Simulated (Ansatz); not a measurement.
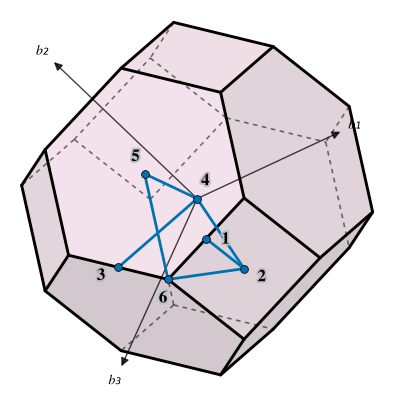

For HgTe, coordinates from a relaxation with DFT, r2SCAN, plane waves, PAW in Ansatz: the first Brillouin zone of a face-centred cubic lattice (cF; extended symbol cF2) is drawn with its special points numbered. The drawing is computed from the coordinates (standard cell, symmetry found to 0.002 Å).

a = 6.578 Å, b = 6.578 Å, c = 6.578 Å, α = 90.00°, β = 90.00°, γ = 90.00°.

Labels and path follow the convention of Hinuma et al. (2017), as computed by seekpath; the arrows show the directions of the reciprocal primitive vectors b₁, b₂, b₃, in which coordinates are given.

### Give the label and coordinates of each numbered point.

```tsv
no.	label	coordinates
1	U	(5/8, 1/4, 5/8)
2	X	(1/2, 0, 1/2)
3	K	(3/8, 3/8, 3/4)
4	Γ	(0, 0, 0)
5	L	(1/2, 1/2, 1/2)
6	W	(1/2, 1/4, 3/4)
```
